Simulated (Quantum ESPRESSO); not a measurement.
**Al$_{2}$O$_{3}$: band-structure run (part 2 of 3)**

Continued. System: Al$_{2}$O$_{3}$ (P-3m1, 5 atoms in the cell). Method: Kohn-Sham DFT of a periodic cell, r2SCAN, SG15 PBE 1.2, no spin polarisation (Quantum ESPRESSO 7.5); cutoff 1197.3 eV, 8×8×3 k-mesh, fermi-dirac of 0.05 eV. The structure derives from a Materials Project entry.

Geometry of the input (Å; fractional positions):
```
3.0175  0.0000  0.0000
-1.5087  2.6132  0.0000
0.0000  0.0000  7.5746
Al 0.0000  0.0000  0.7220
Al 0.0000  0.0000  0.2780
O  0.0000  0.0000  0.5000
O  0.6667  0.3333  0.8005
O  0.3333  0.6667  0.1995
```

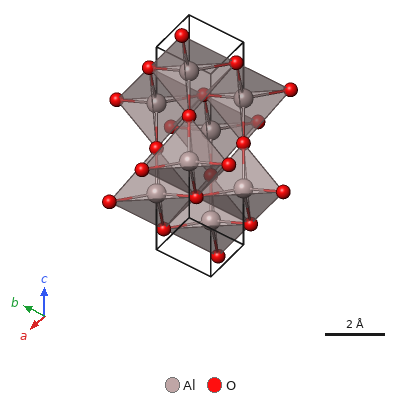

Fig. 1: The structure as given in the input (polyhedral view of the cell of the calculation, seen at an oblique angle; polyhedra are completed across the faces of the cell).

## The program's output, continued
```
     total energy              =    -373.49918227 Ry
     estimated scf accuracy    <       0.00742829 Ry

     iteration #  5     ecut=    88.00 Ry     beta= 0.50
     Davidson diagonalization with overlap
     ethr =  1.86E-05,  avg # of iterations =  6.9

     total energy              =    -373.49958746 Ry
     estimated scf accuracy    <       0.00199072 Ry

     iteration #  6     ecut=    88.00 Ry     beta= 0.50
     Davidson diagonalization with overlap
     ethr =  4.98E-06,  avg # of iterations =  1.3

     total energy              =    -373.49962571 Ry
     estimated scf accuracy    <       0.00004551 Ry

     iteration #  7     ecut=    88.00 Ry     beta= 0.50
     Davidson diagonalization with overlap
     ethr =  1.14E-07,  avg # of iterations =  1.9

     total energy              =    -373.49962931 Ry
     estimated scf accuracy    <       0.00001971 Ry

     iteration #  8     ecut=    88.00 Ry     beta= 0.50
     Davidson diagonalization with overlap
     ethr =  4.93E-08,  avg # of iterations =  1.0

     total energy              =    -373.49962951 Ry
     estimated scf accuracy    <       0.00000118 Ry

     iteration #  9     ecut=    88.00 Ry     beta= 0.50
     Davidson diagonalization with overlap
     ethr =  2.95E-09,  avg # of iterations =  1.0

     total energy              =    -373.49962953 Ry
     estimated scf accuracy    <       0.00000002 Ry

     iteration # 10     ecut=    88.00 Ry     beta= 0.50
     Davidson diagonalization with overlap
     ethr =  4.90E-11,  avg # of iterations =  2.0

     End of self-consistent calculation

          k = 0.0000 0.0000 0.0000 (  5641 PWs)   bands (ev):

   -99.1345 -99.1345 -58.3619 -58.3619 -58.3618 -58.3618 -58.2408 -58.2396
   -14.4878 -14.3043 -11.7785   0.3456   1.7286   2.5083   2.5083   2.5236
     2.5236   3.8746   6.2422   6.2422   9.1718  11.3122  14.3861  17.7809
    17.8743  19.6205  19.6205  19.9857

          k = 0.0000 0.0000 0.1863 (  5677 PWs)   bands (ev):

   -99.1345 -99.1345 -58.3619 -58.3619 -58.3618 -58.3618 -58.2407 -58.2396
   -14.4452 -14.3515 -11.7719   0.1648   2.2706   2.5040   2.5040   2.5280
     2.5280   3.4031   6.2419   6.2419   9.6977  10.7357  14.9363  16.2912
    19.5075  19.5075  19.5284  20.1442

          k = 0.0000 0.2025 0.0000 (  5643 PWs)   bands (ev):

   -99.1344 -99.1344 -58.3637 -58.3635 -58.3623 -58.3622 -58.2406 -58.2394
   -14.3728 -14.2032 -11.7189   0.3841   1.7515   1.9718   2.0442   2.3963
     2.4407   3.8869   5.7865   6.1675  10.0140  11.8802  14.4124  17.1370
    18.1078  19.0023  19.5533  19.9708

          k = 0.0000 0.2025 0.1863 (  5649 PWs)   bands (ev):

   -99.1344 -99.1344 -58.3636 -58.3635 -58.3623 -58.3622 -58.2406 -58.2394
   -14.3326 -14.2474 -11.7134   0.2680   1.7960   1.9247   2.3985   2.4384
     2.4447   3.5141   5.8276   6.1674  10.4161  11.3604  14.8836  16.2412
    18.7345  18.9516  19.9225  20.1480

          k = 0.0000 0.2025-0.1863 (  5649 PWs)   bands (ev):

   -99.1344 -99.1344 -58.3636 -58.3635 -58.3623 -58.3622 -58.2406 -58.2394
   -14.3333 -14.2466 -11.7135   0.2723   1.8326   1.9081   2.3915   2.4089
     2.4279   3.5389   5.8418   6.1679  10.4034  11.3421  15.0446  16.0379
    18.7666  19.0238  19.8717  20.0424

          k = 0.0000 0.4050 0.0000 (  5641 PWs)   bands (ev):

   -99.1341 -99.1340 -58.3679 -58.3678 -58.3634 -58.3633 -58.2401 -58.2389
   -14.0778 -13.9489 -11.5740   0.0762   0.6634   1.5950   2.0529   2.1547
     2.2337   3.7832   5.0155   5.9906  11.6151  12.6078  14.3684  16.1518
    17.8159  18.8260  19.4169  20.5565

          k = 0.0000 0.4050 0.1863 (  5628 PWs)   bands (ev):

   -99.1341 -99.1340 -58.3679 -58.3678 -58.3634 -58.3633 -58.2401 -58.2390
   -14.0440 -13.9851 -11.5709   0.0699   0.7294   1.2732   2.1682   2.2196
     2.5212   3.5109   5.0706   5.9915  11.7620  12.5554  14.0532  16.5945
    17.6368  18.4384  20.2710  20.5932

          k = 0.0000 0.4050-0.1863 (  5628 PWs)   bands (ev):

   -99.1341 -99.1340 -58.3679 -58.3678 -58.3634 -58.3633 -58.2401 -58.2390
   -14.0495 -13.9794 -11.5714   0.1094   0.6900   1.3140   2.1755   2.2121
     2.3844   3.5698   5.1418   5.9920  11.6998  12.4002  14.5179  16.0470
    17.7028  18.6727  19.6746  20.5473

          k = 0.0000 0.6075 0.0000 (  5620 PWs)   bands (ev):

   -99.1337 -99.1337 -58.3721 -58.3720 -58.3644 -58.3643 -58.2397 -58.2385
   -13.7499 -13.6812 -11.4294  -0.6801  -0.3590   1.7809   1.9324   2.0349
     2.3219   3.4627   4.5650   5.8187  12.0089  13.0384  14.8072  15.8537
    17.7706  18.0149  18.6498  20.7433

          k = 0.0000 0.6075 0.1863 (  5607 PWs)   bands (ev):

   -99.1337 -99.1337 -58.3721 -58.3720 -58.3644 -58.3643 -58.2397 -58.2385
   -13.7258 -13.7061 -11.4285  -0.7421  -0.2696   1.6253   1.9541   2.0121
     2.5882   3.2896   4.5872   5.8208  12.3631  12.7129  14.4418  16.2686
    17.5595  18.2009  18.8960  20.5215

          k = 0.0000 0.6075-0.1863 (  5607 PWs)   bands (ev):

   -99.1337 -99.1337 -58.3721 -58.3720 -58.3644 -58.3643 -58.2397 -58.2385
   -13.7414 -13.6899 -11.4294  -0.7105  -0.2940   1.7095   1.9572   2.0089
     2.3570   3.3571   4.6967   5.8210  12.0580  13.0821  14.2255  16.7225
    17.0426  18.1383  18.9374  20.5082

          k = 0.0000-0.8100 0.0000 (  5602 PWs)   bands (ev):

   -99.1336 -99.1336 -58.3738 -58.3737 -58.3649 -58.3648 -58.2395 -58.2383
   -13.5915 -13.5764 -11.3704  -1.0190  -0.7514   1.8429   1.8447   1.9554
     2.6595   3.1152   4.4799   5.7490  11.6579  13.3537  15.3122  16.1237
    16.8203  17.9977  18.2981  20.7790

          k = 0.0000-0.8100 0.1863 (  5592 PWs)   bands (ev):

   -99.1336 -99.1336 -58.3738 -58.3737 -58.3649 -58.3648 -58.2395 -58.2383
   -13.5979 -13.5698 -11.3709  -1.0896  -0.6610   1.8479   1.8700   1.9287
     2.7107   2.9818   4.5317   5.7516  11.9617  12.9071  15.2916  15.7941
    17.4900  17.9307  18.5512  20.5502

          k = 0.1754 0.1013 0.0000 (  5643 PWs)   bands (ev):

   -99.1344 -99.1344 -58.3637 -58.3635 -58.3623 -58.3622 -58.2406 -58.2394
   -14.3728 -14.2032 -11.7189   0.3841   1.7515   1.9718   2.0442   2.3963
     2.4407   3.8869   5.7865   6.1675  10.0140  11.8802  14.4124  17.1370
    18.1078  19.0023  19.5533  19.9708

          k = 0.1754 0.1013 0.1863 (  5649 PWs)   bands (ev):

   -99.1344 -99.1344 -58.3636 -58.3635 -58.3623 -58.3622 -58.2406 -58.2394
   -14.3333 -14.2466 -11.7135   0.2723   1.8326   1.9081   2.3915   2.4089
     2.4279   3.5389   5.8418   6.1679  10.4034  11.3421  15.0446  16.0379
    18.7666  19.0240  19.8719  20.0425

          k = 0.1754 0.1013-0.1863 (  5649 PWs)   bands (ev):

   -99.1344 -99.1344 -58.3636 -58.3635 -58.3623 -58.3622 -58.2406 -58.2394
   -14.3326 -14.2474 -11.7134   0.2680   1.7960   1.9247   2.3985   2.4384
     2.4447   3.5141   5.8276   6.1674  10.4161  11.3604  14.8836  16.2412
    18.7345  18.9516  19.9225  20.1480

          k = 0.1754 0.3038 0.0000 (  5635 PWs)   bands (ev):

   -99.1342 -99.1341 -58.3665 -58.3663 -58.3633 -58.3632 -58.2403 -58.2391
   -14.1674 -14.0251 -11.6165   0.2638   1.0568   1.6615   1.9561   2.1854
     2.1985   3.8376   5.2580   5.9822  11.2216  12.6342  14.2686  16.4401
    17.8821  18.9982  19.2546  20.4783

          k = 0.1754 0.3038 0.1863 (  5634 PWs)   bands (ev):

   -99.1342 -99.1341 -58.3665 -58.3663 -58.3633 -58.3632 -58.2402 -58.2391
   -14.1333 -14.0619 -11.6128   0.2690   1.0864   1.3545   2.1388   2.1791
     2.4808   3.5683   5.3440   5.9771  11.4387  12.2597  14.5381  16.2006
    17.9102  18.5854  20.1195  20.4547

          k = 0.1754 0.3038-0.1863 (  5634 PWs)   bands (ev):

   -99.1342 -99.1341 -58.3665 -58.3663 -58.3633 -58.3632 -58.2402 -58.2391
   -14.1333 -14.0619 -11.6128   0.2690   1.0864   1.3545   2.1388   2.1791
     2.4808   3.5683   5.3440   5.9771  11.4387  12.2597  14.5381  16.2006
    17.9102  18.5854  20.1195  20.4547

          k = 0.1754 0.5063 0.0000 (  5631 PWs)   bands (ev):

   -99.1338 -99.1338 -58.3703 -58.3702 -58.3647 -58.3646 -58.2398 -58.2386
   -13.8531 -13.7609 -11.4710  -0.3002   0.0956   1.6039   1.7308   1.9935
     2.2091   3.6312   4.7581   5.7043  12.6581  12.9612  14.2078  16.2265
    17.5167  18.5846  19.2190  20.3055

          k = 0.1754 0.5063 0.1863 (  5632 PWs)   bands (ev):

   -99.1338 -99.1338 -58.3703 -58.3702 -58.3647 -58.3646 -58.2398 -58.2387
   -13.8275 -13.7877 -11.4695  -0.3295   0.1626   1.4406   1.7718   1.8694
     2.5481   3.4524   4.8118   5.6952  12.6565  13.1152  13.9489  16.3548
    17.6020  18.3367  19.5707  20.0934

          k = 0.1754 0.5063-0.1863 (  5632 PWs)   bands (ev):

   -99.1338 -99.1338 -58.3703 -58.3702 -58.3647 -58.3646 -58.2398 -58.2387
   -13.8339 -13.7810 -11.4700  -0.3022   0.1384   1.4758   1.7489   1.8838
     2.4515   3.4815   4.8779   5.6887  12.4861  13.1818  14.0690  16.4152
    17.3121  18.4017  19.4878  20.3155

          k = 0.1754 0.7088 0.0000 (  5608 PWs)   bands (ev):

   -99.1336 -99.1336 -58.3729 -58.3728 -58.3658 -58.3657 -58.2395 -58.2383
   -13.6041 -13.5706 -11.3690  -0.7972  -0.5268   1.4215   1.4880   2.0845
     2.5624   3.2264   4.5624   5.5258  12.2509  13.6875  14.9565  16.3586
    17.1842  17.8924  18.3976  20.1415

          k = 0.1754 0.7088 0.1863 (  5592 PWs)   bands (ev):

   -99.1336 -99.1336 -58.3729 -58.3728 -58.3658 -58.3657 -58.2395 -58.2383
   -13.5938 -13.5810 -11.3689  -0.8687  -0.4393   1.3589   1.5418   2.0529
     2.7040   3.0966   4.5686   5.5141  12.5451  13.2773  15.0250  16.0667
    17.6297  18.1065  18.6342  19.9967

          k = 0.1754 0.7088-0.1863 (  5592 PWs)   bands (ev):

   -99.1336 -99.1336 -58.3729 -58.3728 -58.3658 -58.3657 -58.2395 -58.2383
   -13.6048 -13.5698 -11.3693  -0.8538  -0.4516   1.3592   1.5435   2.1247
     2.5233   3.1665   4.6230   5.5092  12.4510  13.3780  14.8595  16.4572
    17.3113  17.9317  18.7612  20.0093

          k = 0.1754-0.7088 0.0000 (  5608 PWs)   bands (ev):

   -99.1336 -99.1336 -58.3729 -58.3728 -58.3658 -58.3657 -58.2395 -58.2383
   -13.6041 -13.5706 -11.3690  -0.7972  -0.5268   1.4215   1.4880   2.0845
     2.5624   3.2264   4.5624   5.5258  12.2509  13.6875  14.9565  16.3586
    17.1842  17.8924  18.3976  20.1415

          k = 0.1754-0.7088 0.1863 (  5592 PWs)   bands (ev):

   -99.1336 -99.1336 -58.3729 -58.3728 -58.3658 -58.3657 -58.2395 -58.2383
   -13.6048 -13.5698 -11.3693  -0.8538  -0.4516   1.3592   1.5435   2.1247
     2.5233   3.1665   4.6230   5.5092  12.4510  13.3780  14.8595  16.4572
    17.3113  17.9317  18.7612  20.0093

          k = 0.1754-0.7088-0.1863 (  5592 PWs)   bands (ev):

   -99.1336 -99.1336 -58.3729 -58.3728 -58.3658 -58.3657 -58.2395 -58.2383
   -13.5938 -13.5810 -11.3689  -0.8687  -0.4393   1.3589   1.5418   2.0529
     2.7040   3.0966   4.5686   5.5141  12.5451  13.2773  15.0250  16.0667
    17.6297  18.1065  18.6342  19.9967

          k = 0.1754-0.5063 0.0000 (  5631 PWs)   bands (ev):

   -99.1338 -99.1338 -58.3703 -58.3702 -58.3647 -58.3646 -58.2398 -58.2386
   -13.8531 -13.7609 -11.4710  -0.3002   0.0956   1.6039   1.7308   1.9935
     2.2091   3.6312   4.7581   5.7043  12.6581  12.9612  14.2078  16.2265
    17.5167  18.5846  19.2190  20.3055

          k = 0.1754-0.5063 0.1863 (  5632 PWs)   bands (ev):

   -99.1338 -99.1338 -58.3703 -58.3702 -58.3647 -58.3646 -58.2398 -58.2387
   -13.8339 -13.7810 -11.4700  -0.3022   0.1384   1.4758   1.7489   1.8838
     2.4515   3.4815   4.8779   5.6887  12.4861  13.1818  14.0690  16.4152
    17.3121  18.4017  19.4879  20.3155

          k = 0.1754-0.5063-0.1863 (  5632 PWs)   bands (ev):

   -99.1338 -99.1338 -58.3703 -58.3702 -58.3647 -58.3646 -58.2398 -58.2387
   -13.8275 -13.7877 -11.4695  -0.3295   0.1626   1.4406   1.7718   1.8694
     2.5481   3.4524   4.8118   5.6952  12.6565  13.1152  13.9489  16.3548
    17.6020  18.3367  19.5707  20.0934

          k = 0.1754-0.3038 0.0000 (  5635 PWs)   bands (ev):

   -99.1342 -99.1341 -58.3665 -58.3663 -58.3633 -58.3632 -58.2403 -58.2391
   -14.1674 -14.0251 -11.6165   0.2638   1.0568   1.6615   1.9561   2.1854
     2.1985   3.8376   5.2580   5.9822  11.2216  12.6342  14.2686  16.4401
    17.8821  18.9982  19.2546  20.4783

          k = 0.1754-0.3038 0.1863 (  5634 PWs)   bands (ev):

   -99.1342 -99.1341 -58.3665 -58.3663 -58.3633 -58.3632 -58.2402 -58.2391
   -14.1333 -14.0619 -11.6128   0.2690   1.0864   1.3545   2.1388   2.1791
     2.4808   3.5683   5.3440   5.9771  11.4387  12.2597  14.5381  16.2006
    17.9102  18.5854  20.1195  20.4547

          k = 0.1754-0.3038-0.1863 (  5634 PWs)   bands (ev):

   -99.1342 -99.1341 -58.3665 -58.3663 -58.3633 -58.3632 -58.2402 -58.2391
   -14.1333 -14.0619 -11.6128   0.2690   1.0864   1.3545   2.1388   2.1791
     2.4808   3.5683   5.3440   5.9771  11.4387  12.2597  14.5381  16.2006
    17.9102  18.5854  20.1195  20.4547

          k = 0.1754-0.1013 0.0000 (  5643 PWs)   bands (ev):

   -99.1344 -99.1344 -58.3637 -58.3635 -58.3623 -58.3622 -58.2406 -58.2394
   -14.3728 -14.2032 -11.7189   0.3841   1.7515   1.9718   2.0442   2.3963
     2.4407   3.8869   5.7865   6.1675  10.0140  11.8802  14.4124  17.1370
    18.1078  19.0023  19.5533  19.9708

          k = 0.1754-0.1013 0.1863 (  5649 PWs)   bands (ev):

   -99.1344 -99.1344 -58.3636 -58.3635 -58.3623 -58.3622 -58.2406 -58.2394
   -14.3326 -14.2474 -11.7134   0.2680   1.7960   1.9247   2.3985   2.4384
     2.4447   3.5141   5.8276   6.1674  10.4161  11.3604  14.8836  16.2412
    18.7346  18.9517  19.9230  20.1486

          k = 0.1754-0.1013-0.1863 (  5649 PWs)   bands (ev):

   -99.1344 -99.1344 -58.3636 -58.3635 -58.3623 -58.3622 -58.2406 -58.2394
   -14.3333 -14.2466 -11.7135   0.2723   1.8326   1.9081   2.3915   2.4089
     2.4279   3.5389   5.8418   6.1679  10.4034  11.3421  15.0446  16.0379
    18.7666  19.0238  19.8717  20.0423

          k = 0.3507 0.2025 0.0000 (  5641 PWs)   bands (ev):

   -99.1341 -99.1340 -58.3679 -58.3678 -58.3634 -58.3633 -58.2401 -58.2389
   -14.0778 -13.9489 -11.5740   0.0762   0.6634   1.5950   2.0529   2.1547
     2.2337   3.7832   5.0155   5.9906  11.6151  12.6078  14.3684  16.1518
    17.8159  18.8260  19.4169  20.5566

          k = 0.3507 0.2025 0.1863 (  5628 PWs)   bands (ev):

   -99.1341 -99.1340 -58.3679 -58.3678 -58.3634 -58.3633 -58.2401 -58.2390
   -14.0495 -13.9794 -11.5714   0.1094   0.6900   1.3140   2.1755   2.2121
     2.3844   3.5698   5.1418   5.9920  11.6998  12.4002  14.5179  16.0470
    17.7028  18.6727  19.6746  20.5470

          k = 0.3507 0.2025-0.1863 (  5628 PWs)   bands (ev):

   -99.1341 -99.1340 -58.3679 -58.3678 -58.3634 -58.3633 -58.2401 -58.2390
   -14.0440 -13.9851 -11.5709   0.0699   0.7294   1.2732   2.1682   2.2196
     2.5212   3.5109   5.0706   5.9915  11.7620  12.5554  14.0532  16.5945
    17.6368  18.4384  20.2702  20.5933

          k = 0.3507 0.4050 0.0000 (  5631 PWs)   bands (ev):

   -99.1338 -99.1338 -58.3703 -58.3702 -58.3647 -58.3646 -58.2398 -58.2386
   -13.8531 -13.7609 -11.4710  -0.3002   0.0956   1.6039   1.7308   1.9935
     2.2091   3.6312   4.7581   5.7043  12.6581  12.9612  14.2078  16.2265
    17.5167  18.5846  19.2190  20.3055

          k = 0.3507 0.4050 0.1863 (  5632 PWs)   bands (ev):

   -99.1338 -99.1338 -58.3703 -58.3702 -58.3647 -58.3646 -58.2398 -58.2387
   -13.8339 -13.7810 -11.4700  -0.3022   0.1384   1.4758   1.7489   1.8838
     2.4515   3.4815   4.8779   5.6887  12.4861  13.1818  14.0690  16.4152
    17.3121  18.4017  19.4878  20.3155

          k = 0.3507 0.4050-0.1863 (  5632 PWs)   bands (ev):

   -99.1338 -99.1338 -58.3703 -58.3702 -58.3647 -58.3646 -58.2398 -58.2387
   -13.8275 -13.7877 -11.4695  -0.3295   0.1626   1.4406   1.7718   1.8694
     2.5481   3.4524   4.8118   5.6952  12.6565  13.1152  13.9489  16.3548
    17.6020  18.3367  19.5707  20.0934

          k = 0.3507 0.6075 0.0000 (  5605 PWs)   bands (ev):

   -99.1336 -99.1336 -58.3717 -58.3716 -58.3670 -58.3669 -58.2395 -58.2383
   -13.6131 -13.5682 -11.3675  -0.4831  -0.1960   0.9600   1.0248   2.3022
     2.3616   3.3252   4.6844   5.2545  13.3382  13.7724  14.2286  17.1400
    17.3237  17.9385  18.2610  19.7338

          k = 0.3507 0.6075 0.1863 (  5609 PWs)   bands (ev):

   -99.1336 -99.1336 -58.3717 -58.3716 -58.3670 -58.3669 -58.2395 -58.2383
   -13.6031 -13.5785 -11.3673  -0.5304  -0.1428   0.9238   1.0687   2.1614
     2.5575   3.2553   4.7132   5.2105  13.3139  13.8719  14.2001  16.7249
    17.6877  18.0715  18.8137  19.5099

          k = 0.3507 0.6075-0.1863 (  5609 PWs)   bands (ev):

   -99.1336 -99.1336 -58.3717 -58.3716 -58.3670 -58.3669 -58.2395 -58.2383
   -13.6031 -13.5785 -11.3673  -0.5304  -0.1428   0.9238   1.0687   2.1614
     2.5575   3.2553   4.7132   5.2105  13.3139  13.8719  14.2001  16.7249
    17.6877  18.0715  18.8137  19.5099

          k = 0.3507 0.8100 0.0000 (  5610 PWs)   bands (ev):

   -99.1335 -99.1335 -58.3720 -58.3719 -58.3682 -58.3681 -58.2394 -58.2382
   -13.5027 -13.4931 -11.3246  -0.4486  -0.2171   0.5347   0.6416   2.4172
     2.7408   2.9248   4.6938   5.0461  13.2586  14.0676  14.9404  16.9241
    17.3901  17.9180  17.9455  19.8152

          k = 0.3507 0.8100 0.1863 (  5608 PWs)   bands (ev):

   -99.1335 -99.1335 -58.3720 -58.3719 -58.3682 -58.3681 -58.2394 -58.2382
   -13.5033 -13.4924 -11.3246  -0.5256  -0.1480   0.4844   0.7122   2.4392
     2.7712   2.9099   4.6613   4.9962  13.3880  13.9397  14.9217  16.8473
    17.8182  18.1399  18.3820  19.3525

          k = 0.3507 0.8100-0.1863 (  5608 PWs)   bands (ev):

   -99.1335 -99.1335 -58.3720 -58.3719 -58.3682 -58.3681 -58.2394 -58.2382
   -13.5033 -13.4924 -11.3246  -0.5256  -0.1480   0.4844   0.7122   2.4392
     2.7712   2.9099   4.6613   4.9962  13.3880  13.9397  14.9217  16.8473
    17.8182  18.1398  18.3820  19.3525

          k = 0.3507-0.6075 0.0000 (  5605 PWs)   bands (ev):

   -99.1336 -99.1336 -58.3717 -58.3716 -58.3670 -58.3669 -58.2395 -58.2383
   -13.6131 -13.5682 -11.3675  -0.4831  -0.1960   0.9600   1.0248   2.3022
     2.3616   3.3252   4.6844   5.2545  13.3382  13.7724  14.2286  17.1400
    17.3237  17.9385  18.2610  19.7338

          k = 0.3507-0.6075 0.1863 (  5609 PWs)   bands (ev):
```
